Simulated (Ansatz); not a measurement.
Al3As

```
CELL_PARAMETERS angstrom
2.73089 0.00000 0.00000
0.00000 2.73089 0.00000
0.00000 0.00000 10.78300
ATOMIC_POSITIONS crystal
Al 0.00000 0.00000 0.75319
Al 0.00000 0.00000 0.24681
Al 0.00000 0.00000 0.50000
As 0.00000 0.00000 0.00000
```

Space group P4/mmm; a structure generated by program, which may or may not match a known phase.

All numbers below come from DFT PBE, scalar-relativistic, plane waves, PAW (Ansatz 0.2.0).

What can the converged valence pseudo-density and electron localisation function tell about the bonding?

Al–As (2.66 Å): ρ at the midpoint is about 0.33 e/Å³; the ELF peaks at about 0.80 between the atoms.
Al–Al (2.73 Å): ρ is about 0.22 e/Å³ halfway; the ELF peaks at about 0.80 between the atoms.
Bader's partition of the density gives Al +0.01 to +0.26 and As −0.53 e.

What Bader charges does the calculation give?

Electrons move from Al towards As. Bader charges: Al +0.01 to +0.26 and As −0.53 e.

Does the calculation make it a metal, or give it a gap?

It is metallic or semimetallic at this level of theory: no gap opens.

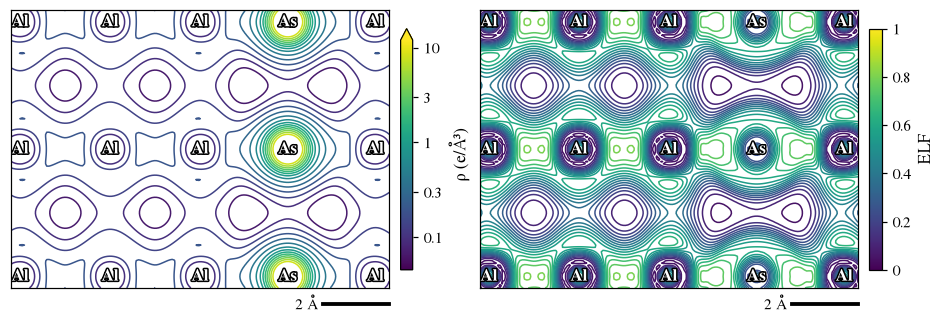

Computed valence pseudo-density and electron localisation function on the (110) plane of the conventional cell, in this order. 

The density is the valence pseudo-density of a PAW calculation; it isn't the true density close to the nuclei.
